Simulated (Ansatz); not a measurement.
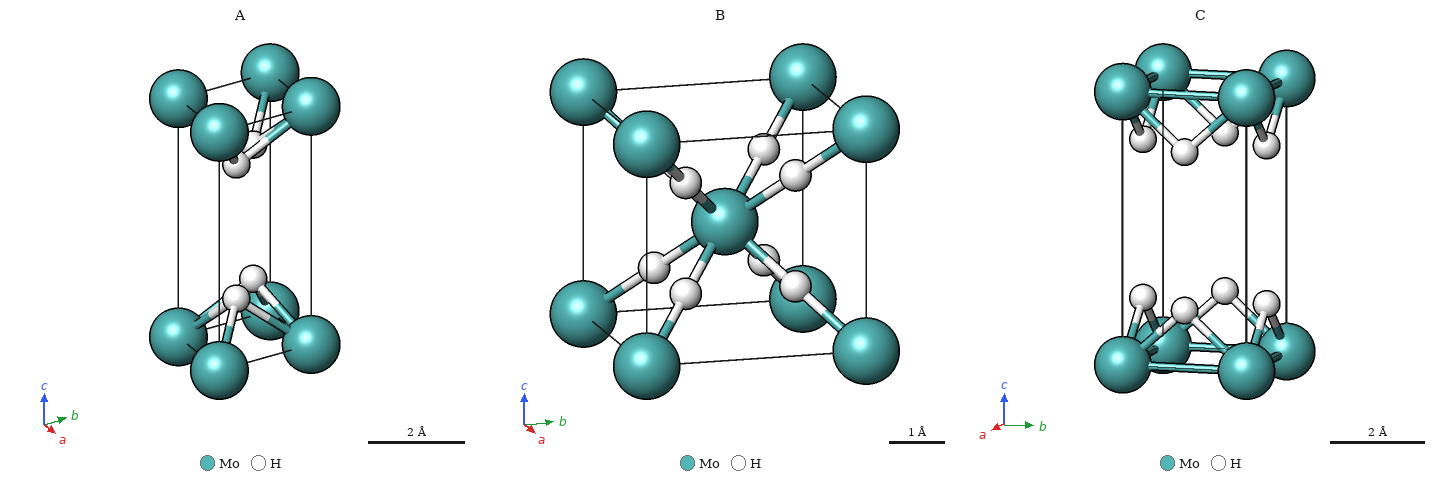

Three structures of MoH4, each relaxed to rest (conventional cells in solid outline, small ones repeated, each panel with its own scale). Method: DFT PBE, scalar-relativistic, plane waves, PAW in Ansatz 0.2.0, without spin polarisation.

> Name the structure in each panel.

A: 5 atoms a cell on a primitive hexagonal lattice, P6/mmm; B: 10 atoms a cell on a body-centred cubic lattice, Im-3m; C: 5 atoms a cell on a primitive tetragonal lattice, P4/mmm.

> Which of these is lowest in energy, and how far above it do the others lie?

C, then A (+100 meV/atom) and B (+332 meV/atom), energies at zero smearing.

> Collect the results in a table.

| panel | structure | E − E(lowest) (meV/atom) | volume (Å³/atom) | gap (eV) |
| --- | --- | --- | --- | --- |
| C | P4/mmm | 0 | 9.2 | metal |
| A | P6/mmm | 100 | 7.3 | metal |
| B | Im-3m | 332 | 7.3 | metal |

Some of these may be structure types tried for this composition rather than known phases, and the most stable form need not be among them. Gaps are taken on the k-mesh or band path of each run.
